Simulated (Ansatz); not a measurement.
In doubt: masses and optical values from hybrid runs of this build are listed as unsure (in some of the runs), which bears on the screening that GW takes from such a start.

Two G0W0 runs on KCl (Sylvite).

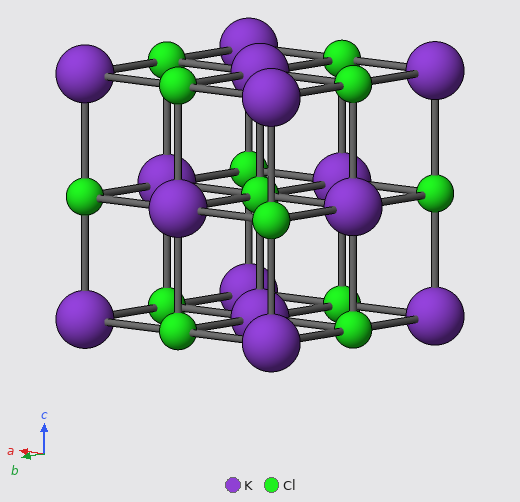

The structure (potassium purple, chlorine green). Some periodic images of atoms are drawn too.

```xyz
2
Lattice="0.0000 3.1465 3.1465 3.1465 0.0000 3.1465 3.1465 3.1465 0.0000" Properties=species:S:1:pos:R:3 pbc="T T T"
K     0.0000    0.0000    0.0000
Cl    3.1465    3.1465    3.1465
```

The cell and positions come from the Crystallography Open Database and are kept as given unless a step says otherwise. PAW set soft_2, made with PBE.

The first (Ansatz 0.2.0; start PBE, 4×4×4 mesh, 185 empty bands, screening to 120 eV; 1 × NVIDIA H100 80GB HBM3 (shared by 6 runs) with 3 threads of AMD EPYC 7R13 (Zen 3), shared host) gave, on its mesh: starting gap 5.19 eV, G0W0 gap 7.88 eV, RPA ε∞ (mean) 2.17, 12 s.

The second gave: starting gap 7.24 eV, G0W0 gap 8.71 eV, RPA ε∞ (mean) 1.94, 17 s.

Question: What was changed in the input? Choose among start, files, mesh, bands and cutoff, frequency model or another key.

Changed: start from PBE to PBE0. A jump of this size in the start, with ε∞ moving the other way, marks another functional. Other changes could give like numbers; this is the one that was made.

Limits: not at the basis limit.

[Paths, hosts, dates, memory and timing lines, banners, echoed tables and standing remarks are left out of the program output.]

[Logs are printed without paths, hosts, clocks, repeated set-up lines and the standing remarks that a program may print on its own settings, such as how far it seeks lower states.]

[Runs of the session that timed out or met a known fault of the program may be left out.]

[Cells called generated may have been cut or substituted from an entry of the Crystallography Open Database or the Materials Project.]

[Hosts, paths, dates, database ids (printed as entryN), source tags and the programs' standing remarks are cut or masked in the printed files.]
